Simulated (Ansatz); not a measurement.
## Run report: TaN, geometry relaxation (part 2 of 2)

TaN (8 atoms in the cell); DFT PBE, scalar-relativistic, plane waves, PAW, no spin polarisation (Ansatz 0.2.0); cutoff 420 eV, 6×6×13 k-mesh, Gaussian smearing of 0.1 eV. The structure derives from an entry of the Crystallography Open Database. It belongs to a series of runs on one base structure; here: film's bulk on the substrate's plane, third vector and atoms relaxed.

Geometry of the input (Å; fractional positions):
```
6.2433  0.0000  0.0000
-3.1216  5.4068  0.0000
-1.5608  0.9011  2.5521
Ta 0.2500  0.2500  0.5000
Ta 0.7500  0.2500  0.5000
Ta 0.2500  0.7500  0.5000
Ta 0.7500  0.7500  0.5000
N  0.0000  0.5000  0.0000
N  0.5000  0.5000  0.0000
N  0.0000  0.0000  0.0000
N  0.5000  0.0000  0.0000
```

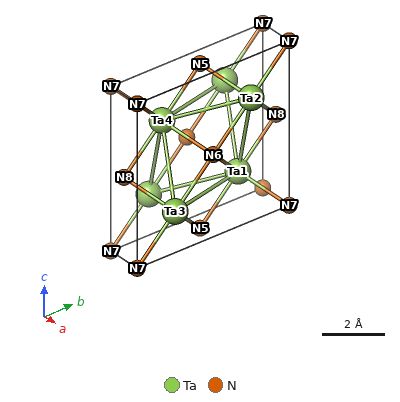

*The geometry at step 3 of the log (ball-and-stick view of the reduced cell, seen slightly off an axis; atoms are numbered from 1 in the order of the input).*

Output, continued
```
--- Per-component energies (eV) ---
  E_band       = -194.283379
  E_kinetic    = 2002.081459
  E_local      = -2364.226692  (includes V_loc(G=0)·N_el)
  E_nonlocal   = 239.375135
  E_hartree    = 794.400461
  E_xc         = -1119.968100
  E_vxc        = -1129.879910  (∫ρ·V_xc dr)
  E_paw        = -34096.969730  (= ΣΔE_a)
  E_vpaw       = -530.434914  (= ΣTr[D̂ρ^β])
  E_aug_tail   = 0.000619  (compensation charges beyond the density's cutoff)
  E_ewald      = -6726.357006
  E_smearing   = -0.016612  (= −TS)
  E_closure    = 0.000000  (closes the sum)
  Σ components = -41271.680467   (vs F -41271.680467, Δ=0.00e0)
--- Forces (eV/Å), atoms counted from 1 ---
  atom   1  Ta    -0.00000000    -0.00000000     0.00000000
  atom   2  Ta     0.00000000     0.00000000    -0.00000000
  atom   3  Ta    -0.00000000    -0.00000000    -0.00000000
  atom   4  Ta     0.00000000     0.00000000     0.00000000
  atom   5  N     -0.00000000    -0.00000000    -0.00000000
  atom   6  N      0.00000000     0.00000000     0.00000000
  atom   7  N      0.00000000    -0.00000000     0.00000000
  atom   8  N     -0.00000000    -0.00000000    -0.00000000
  max |Σ_I F_I| component: 1.45e-28 eV/Å
--- Stress (GPa, compression-positive) ---
        0.563913       0.303638       0.013442
        0.303638       0.914524      -0.007761
        0.013442      -0.007761      -0.000164
  P = ⅓ Tr σ = 0.4928 GPa (4.928 kbar)
--- Band table (eV; the first three rows and the last of 139) ---
  k-point 0: bands = ["-48.0481", "-47.9949", "-47.9949", "-47.9775", "-15.1204", "-15.1204", "-14.9991", "-14.5725", "-14.5700", "-14.3812", "-14.3812", "-14.3768", "-14.3768", "-14.3025", "-14.3005", "-14.2985", "2.6844", "3.9096", "5.6158", "5.6158", "11.1608", "11.1608", "13.9329", "13.9329", "13.9424", "13.9424", "14.7972", "16.0584", "16.8222", "16.8284", "17.6353", "17.6408", "17.6453", "19.3615", "19.3696", "19.3823", "21.5057", "21.5247", "22.8394", "23.3034", "23.3034", "23.3124", "23.3124", "23.3891"]
  k-point 1: bands = ["-48.0451", "-47.9938", "-47.9938", "-47.9784", "-15.0984", "-15.0984", "-14.9802", "-14.5874", "-14.5617", "-14.4064", "-14.4064", "-14.3915", "-14.3915", "-14.3504", "-14.3058", "-14.3050", "2.8228", "3.9949", "5.4992", "5.4992", "11.3676", "11.3676", "14.0012", "14.0012", "14.0640", "14.0640", "14.6520", "15.6483", "16.5830", "16.9223", "17.1649", "17.1653", "17.2348", "19.5930", "19.5967", "19.6669", "22.0667", "22.0865", "22.4909", "22.4909", "23.2743", "23.3838", "23.3838", "23.4210"]
  k-point 2: bands = ["-48.0367", "-47.9910", "-47.9910", "-47.9811", "-15.0396", "-15.0396", "-14.9418", "-14.6202", "-14.5315", "-14.4875", "-14.4817", "-14.4817", "-14.4229", "-14.4229", "-14.3187", "-14.3175", "3.2159", "4.2368", "5.1934", "5.1934", "11.9484", "11.9484", "14.1512", "14.1803", "14.1803", "14.4259", "14.4259", "15.0262", "15.5817", "15.9997", "16.2704", "16.2722", "18.0400", "20.0611", "20.1056", "20.1128", "21.1042", "21.1042", "23.3474", "23.3694", "23.5704", "23.5704", "23.5944", "23.5944"]
  k-point 138: bands = ["-47.9993", "-47.9908", "-47.9773", "-47.9773", "-14.9011", "-14.8700", "-14.8163", "-14.8163", "-14.7649", "-14.7649", "-14.6521", "-14.5896", "-14.5896", "-14.5692", "-14.3972", "-14.3644", "4.5555", "4.5555", "4.7924", "4.9777", "12.3630", "12.5060", "14.0023", "14.0023", "14.2980", "14.3116", "14.6826", "14.6826", "14.7323", "14.7475", "14.7475", "14.9474", "20.8179", "20.8179", "21.5484", "21.6737", "21.6737", "21.7566", "22.2081", "22.3059", "22.7527", "23.3208", "24.1312", "24.6309"]
--- Relaxed structure (3 steps of the walk, 3 accepted, 1 SCFs on fresh bases) ---
  F+E_penalty+E_count = -41271.68046709 eV   max|allowed force component| = 5.759e-29 eV/Å   (the final SCF, on the basis selected at the relaxed cell)
  cell:  # Å, volume = 86.0486 Å³
    - [6.243271834899465, 1.0006243145394318e-6, 0.004652016227617077]
    - [-3.121635050833677, 5.406832512095809, -0.0046520162554643816]
    - [-1.5589161669748226, 0.900040668669705, 2.547560045809993]
  atoms:
    - { symbol: Ta, position: [0.25, 0.24999999999999994, 0.5] }
    - { symbol: Ta, position: [0.7500000000000001, 0.24999999999999994, 0.49999999999999994] }
    - { symbol: Ta, position: [0.25, 0.7499999999999999, 0.49999999999999994] }
    - { symbol: Ta, position: [0.7500000000000001, 0.7499999999999998, 0.5] }
    - { symbol: N, position: [4.301572119336239e-17, 0.49999999999999994, 0.0] }
    - { symbol: N, position: [0.4999999999999999, 0.49999999999999994, -2.211964540367168e-19] }
    - { symbol: N, position: [1.5777136489595377e-36, 3.4233180774746065e-36, -2.94780944116603e-37] }
    - { symbol: N, position: [0.5, 0.0, -1.0842021724855044e-19] }
```

Trajectory as extended XYZ (Å, eV, eV/Å), 4 frames, from step=1 to step=4
```
8
Lattice="6.2433 0.0000 0.0000 -3.1216 5.4068 0.0000 -1.5608 0.9011 2.5521" Properties=species:S:1:pos:R:3:forces:R:3 step=1 energy=-41271.68006 pressure_GPa=0.10
Ta    0.0000    1.8023    1.2761    0.0000   0.0000   0.0000
Ta    3.1216    1.8023    1.2761    0.0000   0.0000   0.0000
Ta   -1.5608    4.5057    1.2761    0.0000   0.0000   0.0000
Ta    1.5608    4.5057    1.2761    0.0000   0.0000   0.0000
N    -1.5608    2.7034    0.0000    0.0000   0.0000   0.0000
N     1.5608    2.7034    0.0000    0.0000   0.0000   0.0000
N     0.0000    0.0000    0.0000    0.0000   0.0000   0.0000
N     3.1216    0.0000    0.0000    0.0000   0.0000   0.0000
8
Lattice="6.2433 0.0000 0.0047 -3.1216 5.4068 -0.0047 -1.5589 0.9000 2.5464" Properties=species:S:1:pos:R:3:forces:R:3 step=2 energy=-41271.68082 pressure_GPa=0.65
Ta    0.0010    1.8017    1.2732    0.0000   0.0000   0.0000
Ta    3.1226    1.8017    1.2755    0.0000   0.0000   0.0000
Ta   -1.5599    4.5051    1.2709    0.0000   0.0000   0.0000
Ta    1.5618    4.5051    1.2732    0.0000   0.0000   0.0000
N    -1.5608    2.7034   -0.0023    0.0000   0.0000   0.0000
N     1.5608    2.7034    0.0000    0.0000   0.0000   0.0000
N     0.0000    0.0000    0.0000    0.0000   0.0000   0.0000
N     3.1216    0.0000    0.0023    0.0000   0.0000   0.0000
8
Lattice="6.2433 0.0000 0.0047 -3.1216 5.4068 -0.0047 -1.5589 0.9000 2.5476" Properties=species:S:1:pos:R:3:forces:R:3 step=3 energy=-41271.68073 pressure_GPa=0.50
Ta    0.0010    1.8017    1.2738    0.0000   0.0000   0.0000
Ta    3.1226    1.8017    1.2761    0.0000   0.0000   0.0000
Ta   -1.5599    4.5051    1.2715    0.0000   0.0000   0.0000
Ta    1.5618    4.5051    1.2738    0.0000   0.0000   0.0000
N    -1.5608    2.7034   -0.0023    0.0000   0.0000   0.0000
N     1.5608    2.7034    0.0000    0.0000   0.0000   0.0000
N     0.0000    0.0000    0.0000    0.0000   0.0000   0.0000
N     3.1216    0.0000    0.0023    0.0000   0.0000   0.0000
8
Lattice="6.2433 0.0000 0.0047 -3.1216 5.4068 -0.0047 -1.5589 0.9000 2.5476" Properties=species:S:1:pos:R:3:forces:R:3 step=4 energy=-41271.68047 pressure_GPa=0.49
Ta    0.0010    1.8017    1.2738    0.0000   0.0000   0.0000
Ta    3.1226    1.8017    1.2761    0.0000   0.0000   0.0000
Ta   -1.5599    4.5051    1.2715    0.0000   0.0000   0.0000
Ta    1.5618    4.5051    1.2738    0.0000   0.0000   0.0000
N    -1.5608    2.7034   -0.0023    0.0000   0.0000   0.0000
N     1.5608    2.7034    0.0000    0.0000   0.0000   0.0000
N     0.0000    0.0000    0.0000    0.0000   0.0000   0.0000
N     3.1216    0.0000    0.0023    0.0000   0.0000   0.0000
```

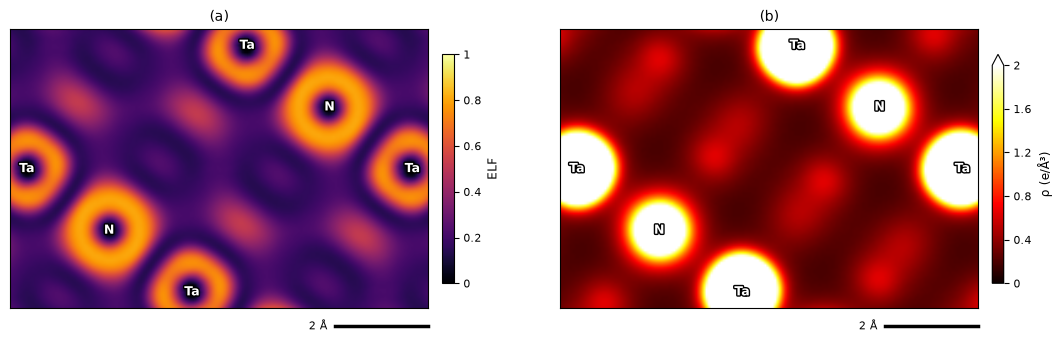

*(a) ELF; (b) valence charge density (pseudo) on the (111) plane of the calculation cell.*

Ta–N (2.21 Å): ρ is about 0.53 e/Å³ halfway; the ELF is about 0.15 at the midpoint; no shared pair; the contact is polar. Away from the nuclei the density in this plane falls to 0.19 e/Å³ at its lowest. The strong features right at Ta lie inside the PAW spheres (semicore, d or f shells) and say nothing about bonding. In a PAW calculation such maps are meaningful between the atoms, not at the nuclei.

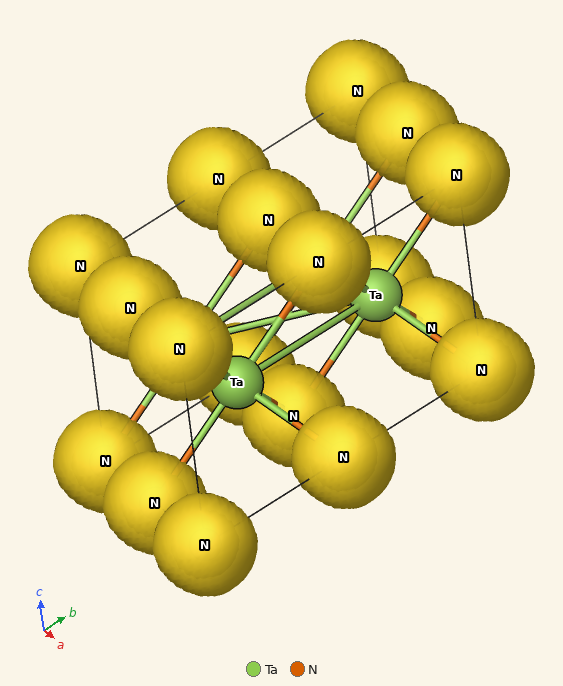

*Isosurface of the ELF at 0.75 (yellow), seen slightly off an axis. Core shells and regions of very low density are left out. Sticks mark near contacts. The outline is the calculation cell.*

Profiles from the grid: Ta–N (2.21 Å): the ELF is about 0.15 at the midpoint (no shared pair; the contact is polar). Ta–Ta (3.12 Å): the ELF is about 0.20 at the midpoint (no localised pair between them).
